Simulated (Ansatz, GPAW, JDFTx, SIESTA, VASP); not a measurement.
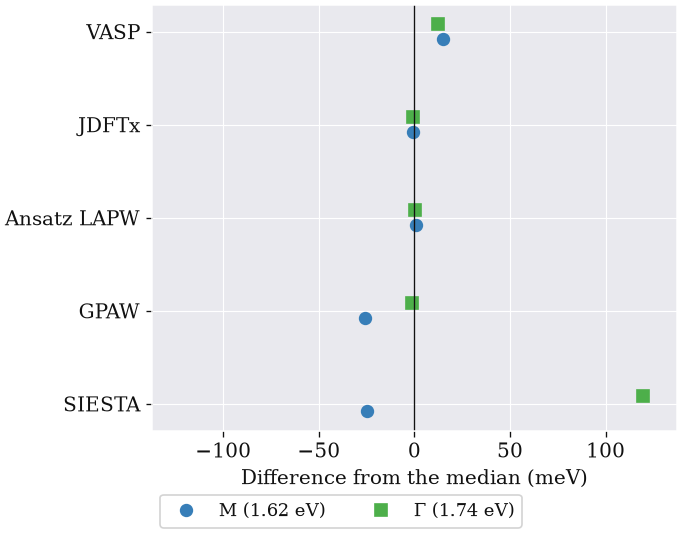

Lowest conduction level at each named k point, counted from the valence-band top at Γ, for MoS₂, space group P1 (No. 1), 6 atoms in the cell, atoms moved at random, drawn with an rms of 0.05 Å; a = 3.17 Å, b = 3.17 Å, c = 12.32 Å, α = 90.00°, β = 90.00°, γ = 120.00°. Five programs ran PBEsol (no spin polarisation, no spin-orbit coupling) on the same cell and 10×10×3 k mesh. The plot shows each result less the median of the plane-wave and all-electron runs, which the legend gives. In reduced coordinates of the cell that was run, M is (0.5, 0, 0). The cell is at −4 GPa in Ansatz LAPW. The smallest gap over all k points computed is less than these values: 0.86 eV in Ansatz LAPW, from the valence top at Γ to the conduction bottom at (0.2, 0.2, 0) in reduced coordinates.

How well do the programs agree?

The plane-wave and all-electron programs (Ansatz LAPW, VASP, GPAW and JDFTx) agree within 41 meV at these points. SIESTA departs by up to +119 meV (at Γ).

```csv
program,kind,valence electrons,M (eV),Γ (eV)
SIESTA,local basis,52,1.593,1.863
GPAW,plane waves,52,1.592,1.742
Ansatz LAPW,all-electron,–,1.619,1.744
JDFTx,plane waves,52,1.617,1.743
VASP,plane waves,52,1.633,1.756
```

Settings. PseudoDojo 0.4 standard (PBEsol files), Fermi-Dirac smearing of 0.05 eV (SIESTA). PAW data sets generated in the run's folder for this functional, 600 eV cutoff, Fermi-Dirac smearing of 0.05 eV (GPAW). all-electron LAPW, Fermi-Dirac smearing of 0.05 eV (Ansatz). PseudoDojo-SR-PBEsol-0.4.1-standard with smoothed tails, 1088 eV cutoff, Fermi-Dirac smearing of 0.05 eV (JDFTx 1.7.0 (patched build)). VASP PAW PBE potentials, release 64 (Mo_sv, S), 520 eV cutoff, Fermi-Dirac smearing of 0.05 eV (VASP 6.6.1).

Spin-orbit coupling is left out, which matters for Mo. LDA, GGA and most meta-GGA functionals understate gaps. VASP: the PAW data sets were made with another functional. SIESTA: the basis of atomic orbitals isn't converged, which shifts gaps and empty levels.
